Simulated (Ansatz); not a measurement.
**Run report: Ta₂Si, geometry relaxation (part 2 of 2)**

Continued. System: Ta₂Si (I4/mcm, 6 atoms in the cell). Method: DFT PBEsol, scalar-relativistic, plane waves, PAW, no spin polarisation (Ansatz 0.2.0); cutoff 420 eV, 10×10×10 k-mesh, Gaussian smearing of 0.1 eV. The structure derives from a Materials Project entry.

Geometry of the input (Å; fractional positions):
```
-3.0878  3.0878  2.5236
3.0878  -3.0878  2.5236
3.0878  3.0878  -2.5236
Ta 0.6636  0.8364  0.5000
Ta 0.8364  0.3364  0.1728
Ta 0.3364  0.1636  0.5000
Ta 0.1636  0.6636  0.8272
Si 0.2500  0.2500  0.0000
Si 0.7500  0.7500  0.0000
```

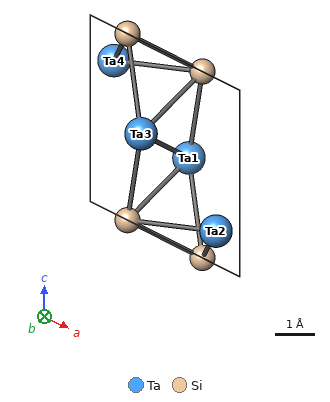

The geometry at step 2 of the log (ball-and-stick view of the cell of the calculation, along the b axis; atoms are numbered from 1 in the order of the input).

## What the program printed, continued
```
relax step   3: F+E_penalty+E_count = -40472.62877402 eV  Δ(F+E_penalty+E_count) = -1.512e-2 eV  max|allowed force component| = 5.139e-3 eV/Å  Δτ_max = 0.0048 Å  P = -0.247 GPa  Ω = 94.997 Å³  energy of the carried Pulay correction = +4.105e-4 eV  (7 SCF iters, accepted)
Crystal: 6 atoms, lattice volume = 94.899 Å³
iter 1 solved again at ethr=9.43e-9 eV; its pass at ethr=3.10e-3 eV (dr2=5.66e-6 eV) is discarded
SCF iter   1: F=—  HF=-40472.628883 eV  |F-HF|=—  |Δ(HF+E_count)|=         —  Δρ=5.45e-5  dr2=5.83e-6  ethr=9.43e-9  ⟨swp⟩=3.2  Hψ=19881  notcnv=0
preconditioner: auto → Kerker (q_TF=auto, 2.528 Å⁻¹)  [metal: Δε(μ)=0.007 eV  Ē_g=5.489 eV  σ=0.100 eV  W_gap=0.04  n_scr=18 (ndim 8)  ℏωp=20.2 eV  f_vac=0.000  D(μ)=3.19/eV (n_scr^D=16)]
SCF iter   2: F=—  HF=-40472.628887 eV  |F-HF|=—  |Δ(HF+E_count)|=   3.88e-6  Δρ=3.17e-5  dr2=1.96e-6  ethr=9.43e-9  ⟨swp⟩=1.1  Hψ=3682  notcnv=0
SCF iter   3: F=-40472.628887 eV  HF=-40472.628887 eV  |F-HF|=2.28e-8  |Δ(HF+E_count)|=   4.98e-7  Δρ=4.44e-6  dr2=3.27e-8  ethr=2.67e-10  ⟨swp⟩=7.4  Hψ=24798  notcnv=0
SCF 4 converged in 3 iterations: F = -40472.628887 eV  dr2 = 3.27e-8
relax step   4: F+E_penalty+E_count = -40472.62888678 eV  Δ(F+E_penalty+E_count) = -1.128e-4 eV  max|allowed force component| = 1.224e-3 eV/Å  Δτ_max = 0.0002 Å  P = -0.008 GPa  Ω = 94.899 Å³  energy of the carried Pulay correction = +4.430e-4 eV  (3 SCF iters, dr2 threshold 1.60e-7 eV, accepted)
Initial wavefunctions: pseudopotential atomic-orbital guess (no wavefunctions were taken with the density)
iter 1 solved again at ethr=2.32e-7 eV; its pass at ethr=3.10e-3 eV (dr2=1.39e-4 eV) is discarded
SCF iter   1: F=—  HF=-40472.628469 eV  |F-HF|=—  |Δ(HF+E_count)|=         —  Δρ=2.19e-5  dr2=7.53e-8  ethr=2.32e-7  ⟨swp⟩=3.1  Hψ=24534  notcnv=0
eigensolver tolerance schedule: the retry pair's looser diagonalisation over-reported the residual by 1844.41 of it (diagonalisation noise at 0.16 of the residual, at the tolerance the schedule requests for it); recorded, not acted on — ethr = c·dr2/N_el stays at c = 1.0e-1
preconditioner: auto → Kerker (q_TF=auto, 2.528 Å⁻¹)  [metal: Δε(μ)=0.008 eV  Ē_g=5.489 eV  σ=0.100 eV  W_gap=0.04  n_scr=18 (ndim 8)  ℏωp=20.2 eV  f_vac=0.000  D(μ)=3.20/eV (n_scr^D=16)]
SCF iter   2: F=—  HF=-40472.628474 eV  |F-HF|=—  |Δ(HF+E_count)|=   4.82e-6  Δρ=1.16e-5  dr2=2.83e-8  ethr=1.26e-10  ⟨swp⟩=3.0  Hψ=7581  notcnv=0
SCF iter   3: F=—  HF=-40472.628474 eV  |F-HF|=—  |Δ(HF+E_count)|=   7.74e-9  Δρ=1.02e-6  dr2=1.29e-9  ethr=4.71e-11  ⟨swp⟩=2.1  Hψ=4938  notcnv=0
SCF iter   4: F=—  HF=-40472.628474 eV  |F-HF|=—  |Δ(HF+E_count)|=  3.86e-10  Δρ=5.10e-7  dr2=2.12e-10  ethr=2.15e-12  ⟨swp⟩=2.4  Hψ=5657  notcnv=0
SCF iter   5: F=-40472.628474 eV  HF=-40472.628474 eV  |F-HF|=7.28e-12  |Δ(HF+E_count)|=  1.09e-10  Δρ=5.48e-8  dr2=4.79e-12  ethr=1.00e-12  ⟨swp⟩=7.5  Hψ=18961  notcnv=0
SCF 5 converged in 5 iterations: F = -40472.628474 eV  dr2 = 4.79e-12
relax step   5: F+E_penalty+E_count = -40472.62847413 eV  Δ(F+E_penalty+E_count) = +4.127e-4 eV  max|allowed force component| = 1.142e-3 eV/Å  Δτ_max = 0.0000 Å  P = -0.014 GPa  Ω = 94.899 Å³  stress off target by 3.84e-2 GPa  SCF on the basis re-selected at this cell (its energy is not comparable with the rows above)  (5 SCF iters)
basis re-selected at this cell: Δ(F+E_penalty+E_count) = +4.127e-4 eV, ΔP = -0.006 GPa vs the last step (what re-selecting the basis moved, of the pressure what is left beyond the Pulay correction that the steps carried, after the strain that the cell walked since its last selection, with what the two solves' SCF thresholds leave and, on support functions, any second-order correction that the steps lacked; it is no measure of the basis error at this ecutwfc). This SCF's stress stands 3.84e-2 GPa from its target on what of the cell is left free (relax.cell.stress_tol is 5.00e-2 GPa) and its largest allowed force component is 1.14e-3 eV/Å (relax.f_tol is 5.00e-3 eV/Å): within both
SCF converged after 5 iterations
Free energy (F): -40472.628474 eV
Harris-Foulkes:  -40472.628474 eV  (|F-HF|=7.28e-12)
Internal energy: -40472.612498 eV  (E = F + TS)
E sigma→0 (E₀):  -40472.620486 eV
Entropy (-TS):   -0.015976 eV (-2.663 meV/atom)
Fermi energy:    17.700998 eV
--- Per-component energies (eV) ---
  E_band       = -408.387952
  E_kinetic    = 1555.838662
  E_local      = -2466.338465  (includes V_loc(G=0)·N_el)
  E_nonlocal   = 119.946011
  E_hartree    = 883.094104
  E_xc         = -983.695398
  E_vxc        = -917.153332  (∫ρ·V_xc dr)
  E_paw        = -34088.723377  (= ΣΔE_a)
  E_vpaw       = -466.869665  (= ΣTr[D̂ρ^β])
  E_aug_tail   = 0.000538  (compensation charges beyond the density's cutoff)
  E_ewald      = -5493.652278
  E_core_change = 0.917707  (= ΣΔE_core)
  E_smearing   = -0.015976  (= −TS)
  E_closure    = 0.000000  (closes the sum)
  Σ components = -40472.628474   (vs F -40472.628474, Δ=0.00e0)
--- Forces (eV/Å), atoms counted from 1 ---
  atom   1  Ta    -0.00114187     0.00114187     0.00000000
  atom   2  Ta    -0.00114187    -0.00114187     0.00000000
  atom   3  Ta     0.00114187    -0.00114187     0.00000000
  atom   4  Ta     0.00114187     0.00114187     0.00000000
  atom   5  Si    -0.00000000     0.00000000     0.00000000
  atom   6  Si     0.00000000     0.00000000     0.00000000
  max |Σ_I F_I| component: 1.39e-17 eV/Å
--- Stress (GPa, compression-positive) ---
       -0.001072       0.000000       0.000000
        0.000000      -0.001072      -0.000000
        0.000000       0.000000      -0.038359
  P = ⅓ Tr σ = -0.0135 GPa (-0.135 kbar)
--- Band table (eV; the first three rows and the last of 102) ---
  k-point 0: bands = ["-50.0138", "-49.9728", "-49.9285", "-49.9285", "-16.7457", "-16.7382", "-16.7382", "-16.6825", "-16.6825", "-16.6559", "-16.6375", "-16.5203", "-16.4039", "-16.1444", "-16.1170", "-16.1170", "5.5996", "10.1927", "12.7175", "12.9021", "13.4029", "13.4029", "15.1434", "15.1434", "15.1594", "15.1594", "15.1752", "15.6788", "17.8957", "17.9022", "18.6142", "19.0379", "19.0379", "19.2955", "19.2955", "19.4049"]
  k-point 1: bands = ["-50.0124", "-49.9728", "-49.9300", "-49.9285", "-16.7700", "-16.7387", "-16.7183", "-16.6941", "-16.6827", "-16.6385", "-16.6296", "-16.5269", "-16.3889", "-16.1474", "-16.1320", "-16.1177", "5.6853", "10.2490", "12.4527", "12.4931", "13.6398", "13.8087", "14.9307", "15.0492", "15.1254", "15.1553", "15.2623", "15.7019", "17.6752", "17.9380", "18.5181", "18.6688", "18.8937", "19.4035", "19.7589", "19.7840"]
  k-point 2: bands = ["-50.0082", "-49.9724", "-49.9345", "-49.9285", "-16.7835", "-16.7364", "-16.7206", "-16.7080", "-16.6833", "-16.6135", "-16.6009", "-16.5430", "-16.3523", "-16.1714", "-16.1565", "-16.1195", "5.9271", "10.4077", "11.8166", "12.1484", "13.9730", "13.9946", "14.7837", "14.9936", "15.1249", "15.1752", "15.4060", "15.4782", "17.5082", "18.0448", "18.2485", "18.3225", "18.5199", "19.7990", "20.2405", "20.5801"]
  k-point 101: bands = ["-49.9652", "-49.9652", "-49.9578", "-49.9556", "-16.9068", "-16.8547", "-16.7381", "-16.6435", "-16.6435", "-16.5530", "-16.4786", "-16.4275", "-16.2540", "-16.2540", "-16.2250", "-16.2250", "7.7086", "10.4643", "11.3393", "11.3393", "11.9448", "14.0236", "14.0236", "14.4086", "15.4153", "16.2233", "16.6339", "16.6531", "16.6906", "16.6906", "17.4683", "17.9151", "18.4093", "18.4093", "20.4016", "21.1865"]
--- Relaxed structure (4 steps of the walk, 3 accepted, 1 SCFs on fresh bases) ---
  F+E_penalty+E_count = -40472.62847413 eV   max|allowed force component| = 1.142e-3 eV/Å   (the final SCF, on the basis selected at the relaxed cell)
  cell:  # Å, volume = 94.8988 Å³
    - [-3.068376719173059, 3.068376719173059, 2.519899362048083]
    - [3.068376719173059, -3.068376719173059, 2.519899362048083]
    - [3.068376719173059, 3.068376719173059, -2.519899362048083]
  atoms:
    - { symbol: Ta, position: [0.6630661938586251, 0.8369338061413749, 0.5] }
    - { symbol: Ta, position: [0.836933806141375, 0.3369338061413751, 0.1738676122827501] }
    - { symbol: Ta, position: [0.33693380614137514, 0.16306619385862492, 0.5] }
    - { symbol: Ta, position: [0.16306619385862492, 0.6630661938586251, 0.82613238771725] }
    - { symbol: Si, position: [0.25, 0.25, 3.5112869480053164e-20] }
    - { symbol: Si, position: [0.7500000000000001, 0.7500000000000001, 3.511286948005317e-20] }
```

## Trajectory as extended XYZ (Å, eV, eV/Å), 5 frames, from step=1 to step=5
```
6
Lattice="-3.0878 3.0878 2.5236 3.0878 -3.0878 2.5236 3.0878 3.0878 -2.5236" Properties=species:S:1:pos:R:3:forces:R:3 step=1 energy=-40472.61365 pressure_GPa=-3.11
Ta    2.0775    1.0103    2.5236    0.0426  -0.0426   0.0000
Ta   -1.0103    2.0775    2.5236    0.0426   0.0426   0.0000
Ta    1.0103    2.0775    0.0000   -0.0426   0.0426   0.0000
Ta    4.0980    1.0103    0.0000   -0.0426  -0.0426   0.0000
Si    0.0000    0.0000    1.2618    0.0000   0.0000   0.0000
Si    0.0000    0.0000    3.7855    0.0000   0.0000   0.0000
6
Lattice="-3.0373 3.0373 2.5068 3.0373 -3.0373 2.5068 3.0373 3.0373 -2.5068" Properties=species:S:1:pos:R:3:forces:R:3 step=2 energy=-40472.55497 pressure_GPa=5.94 accepted=F
Ta    2.0669    0.9705    2.5068   -0.3835   0.3835   0.0000
Ta   -0.9705    2.0669    2.5068   -0.3835  -0.3835   0.0000
Ta    0.9705    2.0669    0.0000    0.3835  -0.3835   0.0000
Ta    4.0078    0.9705    0.0000    0.3835   0.3835   0.0000
Si    0.0000    0.0000    1.2534    0.0000   0.0000   0.0000
Si    0.0000    0.0000    3.7601    0.0000   0.0000   0.0000
6
Lattice="-3.0697 3.0697 2.5204 3.0697 -3.0697 2.5204 3.0697 3.0697 -2.5204" Properties=species:S:1:pos:R:3:forces:R:3 step=3 energy=-40472.62877 pressure_GPa=-0.25
Ta    2.0687    1.0010    2.5204   -0.0051   0.0051   0.0000
Ta   -1.0010    2.0687    2.5204   -0.0051  -0.0051   0.0000
Ta    1.0010    2.0687    0.0000    0.0051  -0.0051   0.0000
Ta    4.0707    1.0010    0.0000    0.0051   0.0051   0.0000
Si    0.0000    0.0000    1.2602    0.0000   0.0000   0.0000
Si    0.0000    0.0000    3.7805    0.0000   0.0000   0.0000
6
Lattice="-3.0684 3.0684 2.5199 3.0684 -3.0684 2.5199 3.0684 3.0684 -2.5199" Properties=species:S:1:pos:R:3:forces:R:3 step=4 energy=-40472.62889 pressure_GPa=-0.01
Ta    2.0677    1.0007    2.5199   -0.0012   0.0012   0.0000
Ta   -1.0007    2.0677    2.5199   -0.0012  -0.0012   0.0000
Ta    1.0007    2.0677    0.0000    0.0012  -0.0012   0.0000
Ta    4.0691    1.0007    0.0000    0.0012   0.0012   0.0000
Si    0.0000    0.0000    1.2599    0.0000   0.0000   0.0000
Si    0.0000    0.0000    3.7798    0.0000   0.0000   0.0000
6
Lattice="-3.0684 3.0684 2.5199 3.0684 -3.0684 2.5199 3.0684 3.0684 -2.5199" Properties=species:S:1:pos:R:3:forces:R:3 step=5 energy=-40472.62847 pressure_GPa=-0.01
Ta    2.0677    1.0007    2.5199   -0.0011   0.0011   0.0000
Ta   -1.0007    2.0677    2.5199   -0.0011  -0.0011   0.0000
Ta    1.0007    2.0677    0.0000    0.0011  -0.0011   0.0000
Ta    4.0691    1.0007    0.0000    0.0011   0.0011   0.0000
Si    0.0000    0.0000    1.2599    0.0000   0.0000   0.0000
Si    0.0000    0.0000    3.7798    0.0000   0.0000   0.0000
```

## Results in brief

| quantity | value |
| --- | --- |
| outcome | converged |
| space group (tolerance 0.01 Å) | I4/mcm (140) |
| electrons treated | 60 |
| free energy | −40472.6285 eV |
| Fermi energy | 17.701 eV |
| gap on the k-point mesh | none (metallic) |
| pressure | −0.01 GPa |
| final volume | 94.90 Å³ |
| largest force (length of the vector) at the end | 0.002 eV/Å |
| final cell | a = 5.018 Å, b = 5.018 Å, c = 5.018 Å, α = 104.61°, β = 104.61°, γ = 119.71° |
| hardware | 2 threads of Intel Xeon @ 2.90GHz (Ice Lake), 192 GiB of memory available, shared host |
| wall time | 46 s (CPU time 91 s) |
| peak memory | 0.63 GiB |

Spin–orbit coupling is left out, which matters for Ta.
